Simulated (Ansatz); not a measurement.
```xyz
4
Lattice="2.0698 -2.0698 0.0000 2.0698 2.0698 0.0000 0.0000 0.0000 5.3816" Properties=species:S:1:pos:R:3 pbc="T T T"
Hf    0.0000    0.0000    0.0000
Hf    2.0698    0.0000    2.6908
N     2.0698    0.0000    0.0000
N     0.0000    0.0000    2.6908
```

Space group I4/mmm; computed pressure about 41 GPa in this cell; computed without spin polarisation.

Method: Ansatz, DFT r2SCAN, scalar-relativistic, plane waves, PAW.

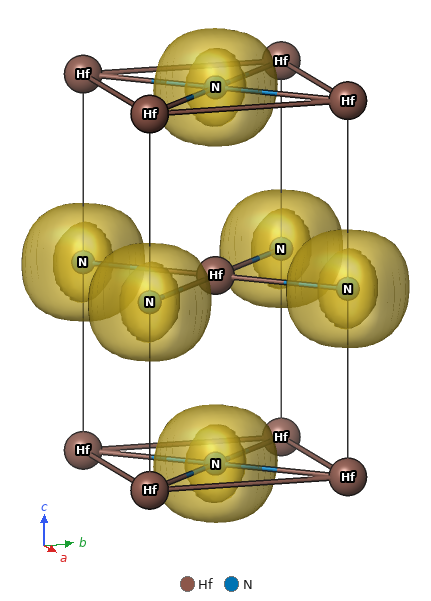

HfN. Isosurface of the electron localisation function at 0.7 (yellow), seen slightly off an axis. Core shells and regions of very low density are left out. Sticks mark near contacts.

In a PAW calculation such maps are meaningful between the atoms, not at the nuclei.

Where are the electrons localised?

The ELF exceeds this value in two regions wrapped around N (the valence shell of each), counted in one cell of 4 atoms. Any copies at cell faces, edges or corners count once.

Values along the shortest contacts:
Hf–N (2.07 Å): the ELF peaks at about 0.80 in the valence shell of N, 0.6 Å from its nucleus, and drops to about 0.20 between the two atoms (no shared electron pair shows on this line). Hf–Hf (2.93 Å): the ELF is about 0.15 at the midpoint (no shared electron pair shows on this line).

Does the calculation make it a metal, or give it a gap?

It is metallic or semimetallic at this level of theory: no gap opens.
